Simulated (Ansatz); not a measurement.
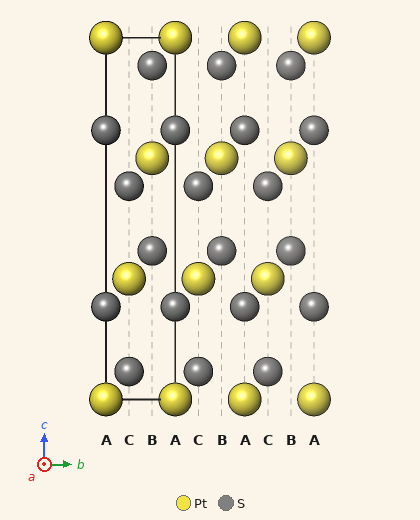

The picture looks along a close-packed row of the hexagonal mesh; c points upwards. The dashed lines mark the three columns A (0, 0), B (1/3, 2/3) and C (2/3, 1/3). The sequence starts with the first layer at or above the cell's origin.

The compound is PtS2, taken as the geometry relaxed with DFT PBE+D3(BJ), scalar-relativistic, plane waves, PAW in Ansatz; the starting structure was generated, so it need not be a known form of this composition.

### Read off the stacking sequence over one period.

Pt(A) – S(C) – S(A) – Pt(C) – S(B) – S(C) – Pt(B) – S(A) – S(B) (nine layers in 16.01 Å).

### How are the S layers alone stacked?

S layers alone: CABCAB, the cubic close-packed type.

### Which positions between or in the S layers do the other atoms fill?

Pt: three octahedral sites (per hexagonal cell). Three of the six gaps between S layers are empty, 2.86 Å wide.

### What short polytype symbol fits?

Polytype symbol 3R, the symbol of a layered MX2 polytype (number of slabs in the repeat and lattice).

Heights of the layers:

```json
{"layer": "1", "atoms (column)": "Pt(A)", "height (Å)": "0.00", "to next (Å)": "1.24"}
{"layer": "2", "atoms (column)": "S(C)", "height (Å)": "1.24", "to next (Å)": "2.86"}
{"layer": "3", "atoms (column)": "S(A)", "height (Å)": "4.10", "to next (Å)": "1.24"}
{"layer": "4", "atoms (column)": "Pt(C)", "height (Å)": "5.34", "to next (Å)": "1.24"}
{"layer": "5", "atoms (column)": "S(B)", "height (Å)": "6.57", "to next (Å)": "2.86"}
{"layer": "6", "atoms (column)": "S(C)", "height (Å)": "9.44", "to next (Å)": "1.24"}
{"layer": "7", "atoms (column)": "Pt(B)", "height (Å)": "10.67", "to next (Å)": "1.24"}
{"layer": "8", "atoms (column)": "S(A)", "height (Å)": "11.91", "to next (Å)": "2.86"}
{"layer": "9", "atoms (column)": "S(B)", "height (Å)": "14.77", "to next (Å)": "1.24"}
```
